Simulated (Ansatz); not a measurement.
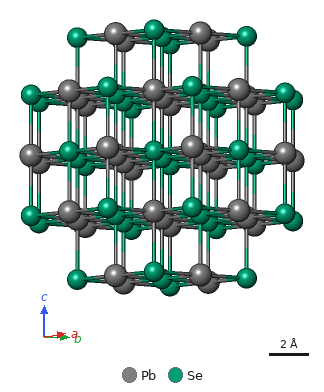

This is the input geometry for a relaxation of crystalline PbSe (set up in I4/mmm). The picture is a ball-and-stick view of the conventional cell (4 times the calculation's cell), seen from a free direction. Lengths and directions refer to the drawn axes.

Case: film's bulk on the substrate's plane, third vector and atoms relaxed.

Level of theory: Ansatz 0.2.0, DFT PBE, scalar-relativistic, plane waves, PAW.

Input
```yaml
crystal:
  lattice:
    - [4.3772217378, 0.0, 0.0]
    - [0.0, 4.3772217378, 0.0]
    - [2.1886108689, 2.1886108689, 3.1255717329]
  atoms:
    - { symbol: Pb, position: [0.0, 0.0, 0.0] }
    - { symbol: Se, position: [0.5, 0.5, 0.0] }
basis:
  ecutwfc: 420
kpoints:
  mp_grid: { grid: [8, 8, 11] }
hamiltonian:
  xc: pbe
scf:
  occupations: { method: gaussian, width: 0.1 }
output:
  forces: true
  stress: true
  eigenvalues: true
relax:
  adjacent_minimum: "off"
  f_tol: 0.01
  max_steps: 50
  cell: { fix: [a, b, gamma], stress_tol: 0.1 }
```

**Where does the relaxation end?**

No atom moves by more than 0.005 Å relative to the cell. The volume changes by −0.5 %, with a = b unchanged at 6.190 Å, c 6.251 → 6.222 Å (−0.5 %). Among the contacts that change: Pb1–Se2 3.126 → 3.111 Å. The space group stays I4/mmm (No. 139). After 1 accepted move (2 points after the start) the energy has fallen by 0.2 meV per atom. All forces vanish by symmetry, so only the cell relaxes. Pressure: 0.18 GPa at the start and 0.40 GPa at the end. At 1 point the geometry stayed and the basis and grid were re-selected for the new cell (energy shift of less than 0.05 meV per atom at most each time).
